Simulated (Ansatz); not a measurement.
Cell and atoms:

```cif
data_structure
_symmetry_space_group_name_H-M 'P 1'
_symmetry_Int_Tables_number 1
_cell_length_a 3.8129
_cell_length_b 3.8129
_cell_length_c 3.8129
_cell_angle_alpha 90.000
_cell_angle_beta 90.000
_cell_angle_gamma 90.000
_cell_volume 55.43
loop_
_atom_site_label
_atom_site_type_symbol
_atom_site_fract_x
_atom_site_fract_y
_atom_site_fract_z
_atom_site_occupancy
Al1 Al 0.00000 0.50000 0.50000 1
Al2 Al 0.50000 0.00000 0.50000 1
Al3 Al 0.50000 0.50000 0.00000 1
Cu1 Cu 0.00000 0.00000 0.00000 1
```

### What does this file describe?

Formula: Al3Cu. Its lattice is primitive cubic, its space group Pm-3m (No. 221). The prototype is Cu₃Au (L1₂) type. With Z = 1, the cell contains 3 Al, 1 Cu. Al is linked to eight Al and four Cu in a cuboctahedral arrangement (2.70 Å to Al, 2.70 Å to Cu). Cu is coordinated by twelve Al in a cuboctahedral arrangement at 2.70 Å. The bonds build a three-dimensional framework.

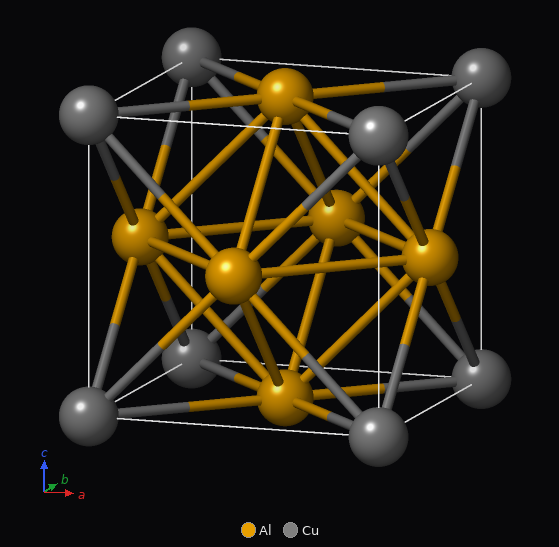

This ball-and-stick model is shown slightly off an axis. The frame is the conventional unit cell; atoms at its boundary are shown with their periodic copies.

The initial geometry was a structure listed in the Materials Project. The cell was then strained or its atoms displaced on purpose. It went into a calculation with Ansatz.

At this level of theory the cell isn't at rest (compressed, at 7 GPa), so its distances can differ from those at equilibrium, the more so the softer the solid.
